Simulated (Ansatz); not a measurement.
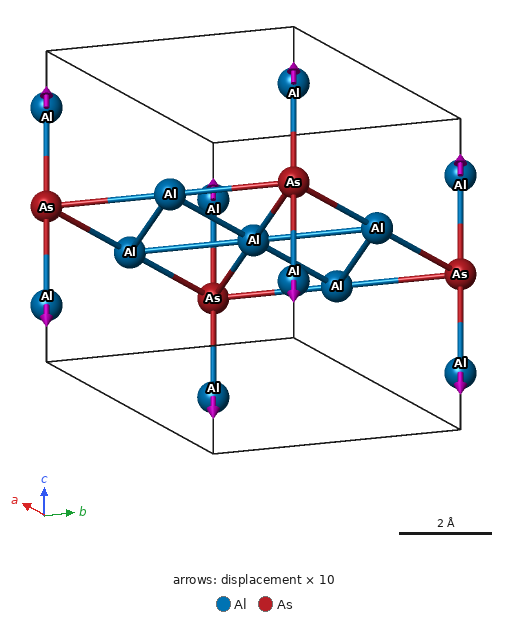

A relaxation of solid Al$_{5}$As (a generated structure, set up in P6/mmm) (coarse preliminary run). The starting structure is drawn; purple arrows show the displacements (the part carried along by the change of the cell is left out), magnified 10 times.

The picture is a ball-and-stick view of the cell of the calculation, seen from a free direction.

These are results of Ansatz 0.2.0, DFT PBE, scalar-relativistic, plane waves, PAW, not measurements. Settings: plane-wave cutoff 420 eV; k-point mesh 6 × 6 × 2; occupations gaussian; smearing width 0.1 eV; no spin polarisation; cell and atoms relaxed; force threshold 0.04 eV/Å; at most 70 steps.

### Which element moves most?

Aluminium: up to 0.055 Å, against 0.000 Å for arsenic.

### What did the optimiser do to the structure, and how much energy did it gain?

The energy falls by 29.9 meV per atom in 3 accepted moves (4 points after the start). Largest force component: 0.12 eV/Å at the start, 0.011 eV/Å at the end. The pressure goes from −2.24 to −0.02 GPa. The SCF was repeated once at an unchanged geometry on a basis and grid sized afresh for the cell, which shifted the energy by 0.3 meV per atom at most. The largest moves relative to the cell, 0.055 Å, are those of Al atoms. As stays in place. Cell: a = b 5.542 → 5.426 Å (−2.1 %), c 7.822 → 7.459 Å (−4.6 %). Volume −8.6 %. Near-neighbour distances that change, for instance: Al–Al 2.849 → 2.608 Å, Al–As 2.486 → 2.426 Å, Al–As 2.771 → 2.713 Å, Al–Al 2.771 → 2.713 Å. The space group stays P6/mmm (No. 191).

Limits of the set-up: the k-point mesh is coarse for a cell with partly filled bands.
